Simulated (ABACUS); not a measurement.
# Band-structure run of WS2 (part 2 of 3)

The same run, continued: WS2 (P-6m2, 3 atoms in the cell); Kohn-Sham DFT of a periodic cell, r2SCAN, SG15 ONCV 1.2 PBE (ABACUS 3.10.1); cutoff 1170.09 eV, 6×6×1 k-mesh, fermi-dirac of 0.05 eV. The structure derives from a Materials Project entry. The run did not end well. The run did not end well; see the last part.

Geometry of the input (Å; fractional positions):
```
3.1835  0.0000  0.0000
-1.5918  2.7570  0.0000
0.0000  0.0000  16.9506
W  0.0000  0.0000  0.0000
S  0.3333  0.6667  0.0920
S  0.3333  0.6667  0.9080
```

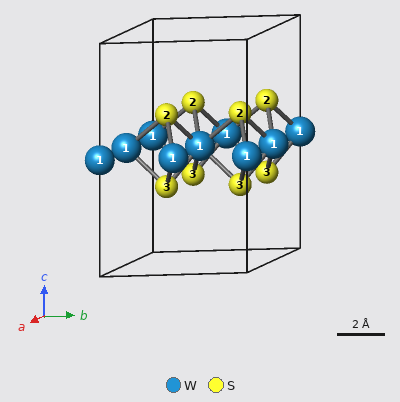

*The structure as given in the input (ball-and-stick view of the 2 × 2 repeat of the cell, with the vacuum cut short, seen slightly off an axis; atoms are numbered from 1 in the order of the input). An atom can appear more than once, as a periodic image.*

What the program printed, continued:
```
 Density error is 4477.5073761
                          Error Threshold = 0.000200481720523
----------------------------------------------------------
     Energy           Rydberg                 eV
----------------------------------------------------------
 E_KohnSham     1061.7152615448      14445.3772105695
 E_Harris       -13485.1770855968    -183475.2469031496
 E_Fermi        -85.6861451893       -1165.8198142292
----------------------------------------------------------

 PW ALGORITHM --------------- ION=   1  ELEC=   4--------------------------------

 Density error is 4504.8653434
                          Error Threshold = 0.000200481720523
----------------------------------------------------------
     Energy           Rydberg                 eV
----------------------------------------------------------
 E_KohnSham     1181.2081122551      16071.1608504936
 E_Harris       -22449.1105074951    -305435.8179336057
 E_Fermi        -30.9794639743       -421.4972310357
----------------------------------------------------------

 PW ALGORITHM --------------- ION=   1  ELEC=   5--------------------------------

 Density error is 4420.75877261
                          Error Threshold = 0.000200481720523
----------------------------------------------------------
     Energy           Rydberg                 eV
----------------------------------------------------------
 E_KohnSham     1502.0616814613      20436.5976153352
 E_Harris       -44074.4964139705    -599664.2877105657
 E_Fermi        -5.4246526894        -73.8061862463
----------------------------------------------------------

 PW ALGORITHM --------------- ION=   1  ELEC=   6--------------------------------

 Density error is 1643.97943637
                          Error Threshold = 0.000200481720523
----------------------------------------------------------
     Energy           Rydberg                 eV
----------------------------------------------------------
 E_KohnSham     459.9250285089       6257.6010405335
 E_Harris       -3648.7994620127     -49644.4635427068
 E_Fermi        -1.9035781640        -25.8995096182
----------------------------------------------------------

 PW ALGORITHM --------------- ION=   1  ELEC=   7--------------------------------

 Density error is 4450.68150063
                          Error Threshold = 0.000200481720523
----------------------------------------------------------
     Energy           Rydberg                 eV
----------------------------------------------------------
 E_KohnSham     -396.1329985469      -5389.6659460642
 E_Harris       -13686.6737009244    -186216.7489993199
 E_Fermi        -53.8433991785       -732.5770285160
----------------------------------------------------------

 PW ALGORITHM --------------- ION=   1  ELEC=   8--------------------------------

 Density error is 4364.58511847
                          Error Threshold = 0.000200481720523
----------------------------------------------------------
     Energy           Rydberg                 eV
----------------------------------------------------------
 E_KohnSham     1208.8157539027      16446.7820852424
 E_Harris       -20398.1303240274    -277530.8009533589
 E_Fermi        -74.6280538065       -1015.3667624192
----------------------------------------------------------

 PW ALGORITHM --------------- ION=   1  ELEC=   9--------------------------------

 Density error is 4476.88949678
                          Error Threshold = 0.000200481720523
----------------------------------------------------------
     Energy           Rydberg                 eV
----------------------------------------------------------
 E_KohnSham     2054.7268114653      27955.9924692995
 E_Harris       -54284.9416927854    -738584.5226196467
 E_Fermi        -49.7535240580       -676.9314227692
----------------------------------------------------------

 PW ALGORITHM --------------- ION=   1  ELEC=  10--------------------------------

 Density error is 4298.05143537
                          Error Threshold = 0.000200481720523
----------------------------------------------------------
     Energy           Rydberg                 eV
----------------------------------------------------------
 E_KohnSham     2319.5100730279      31558.5535615762
 E_Harris       -73936.6927465589    -1005960.3126284713
 E_Fermi        -129.4657923399      -1761.4724719073
----------------------------------------------------------

 PW ALGORITHM --------------- ION=   1  ELEC=  11--------------------------------

 Density error is 208.167086846
                          Error Threshold = 0.000200481720523
----------------------------------------------------------
     Energy           Rydberg                 eV
----------------------------------------------------------
 E_KohnSham     -604.8670878069      -8229.6389268404
 E_Harris       -111.5094058115      -1517.1632996311
 E_Fermi        -6.4760266511        -88.1108628544
----------------------------------------------------------

 PW ALGORITHM --------------- ION=   1  ELEC=  12--------------------------------

 Density error is 70.1859436494
                          Error Threshold = 0.000200481720523
----------------------------------------------------------
     Energy           Rydberg                 eV
----------------------------------------------------------
 E_KohnSham     -599.0781946999      -8150.8769954725
 E_Harris       -236.4882053478      -3217.5871025236
 E_Fermi        -5.5016504928        -74.8537951061
----------------------------------------------------------

 PW ALGORITHM --------------- ION=   1  ELEC=  13--------------------------------

 Density error is 30.9741289503
                          Error Threshold = 0.000200481720523
----------------------------------------------------------
     Energy           Rydberg                 eV
----------------------------------------------------------
 E_KohnSham     -593.1577896434      -8070.3257522350
 E_Harris       -370.7649803380      -5044.5163514543
 E_Fermi        -4.6414242940        -63.1498172339
----------------------------------------------------------

 PW ALGORITHM --------------- ION=   1  ELEC=  14--------------------------------

 Density error is 33.8996801826
                          Error Threshold = 0.000200481720523
----------------------------------------------------------
     Energy           Rydberg                 eV
----------------------------------------------------------
 E_KohnSham     -589.8128068578      -8024.8149266393
 E_Harris       -286.4216486011      -3896.9664515285
 E_Fermi        -4.3509015225        -59.1970521431
----------------------------------------------------------

 PW ALGORITHM --------------- ION=   1  ELEC=  15--------------------------------

 Density error is 14.3892734043
                          Error Threshold = 0.000200481720523
----------------------------------------------------------
     Energy           Rydberg                 eV
----------------------------------------------------------
 E_KohnSham     -588.7678174840      -8010.5971168064
 E_Harris       -427.5352928297      -5816.9160785830
 E_Fermi        -3.5705576851        -48.5799295549
----------------------------------------------------------

 PW ALGORITHM --------------- ION=   1  ELEC=  16--------------------------------

 Density error is 6.32694573812
                          Error Threshold = 0.000200481720523
----------------------------------------------------------
     Energy           Rydberg                 eV
----------------------------------------------------------
 E_KohnSham     -588.3904062896      -8005.4621740736
 E_Harris       -467.9413309226      -6366.6684302503
 E_Fermi        -2.5685645379        -34.9471133960
----------------------------------------------------------

 PW ALGORITHM --------------- ION=   1  ELEC=  17--------------------------------

 Density error is 5.53149226968
                          Error Threshold = 0.000200481720523
----------------------------------------------------------
     Energy           Rydberg                 eV
----------------------------------------------------------
 E_KohnSham     -587.8031786130      -7997.4725316492
 E_Harris       -457.1529540493      -6219.8850326032
 E_Fermi        -2.3797525943        -32.3781951126
----------------------------------------------------------

 PW ALGORITHM --------------- ION=   1  ELEC=  18--------------------------------

 Density error is 5.02112859199
                          Error Threshold = 0.000200481720523
----------------------------------------------------------
     Energy           Rydberg                 eV
----------------------------------------------------------
 E_KohnSham     -587.1048632721      -7987.9714640121
 E_Harris       -458.7373208926      -6241.4414493941
 E_Fermi        -2.2141375472        -30.1248867981
----------------------------------------------------------

 PW ALGORITHM --------------- ION=   1  ELEC=  19--------------------------------

 Density error is 4.1367160575
                          Error Threshold = 0.000200481720523
----------------------------------------------------------
     Energy           Rydberg                 eV
----------------------------------------------------------
 E_KohnSham     -587.7611814048      -7996.9011303165
 E_Harris       -471.3787338899      -6413.4366969283
 E_Fermi        -1.9857699137        -27.0177857434
----------------------------------------------------------

 PW ALGORITHM --------------- ION=   1  ELEC=  20--------------------------------

 Density error is 3.34236763971
                          Error Threshold = 0.000200481720523
----------------------------------------------------------
     Energy           Rydberg                 eV
----------------------------------------------------------
 E_KohnSham     -584.8427165774      -7957.1933792517
 E_Harris       -492.6174417185      -6702.4041415551
 E_Fermi        -1.8244665079        -24.8231403175
----------------------------------------------------------

 PW ALGORITHM --------------- ION=   1  ELEC=  21--------------------------------

 Density error is 1.77805816495
                          Error Threshold = 0.000200481720523
----------------------------------------------------------
     Energy           Rydberg                 eV
----------------------------------------------------------
 E_KohnSham     -561.6284324071      -7641.3468395443
 E_Harris       -614.4685831467      -8360.2739727815
 E_Fermi        -1.0075541387        -13.7084773291
----------------------------------------------------------

 PW ALGORITHM --------------- ION=   1  ELEC=  22--------------------------------

 Density error is 204.287199894
                          Error Threshold = 0.000200481720523
----------------------------------------------------------
     Energy           Rydberg                 eV
```
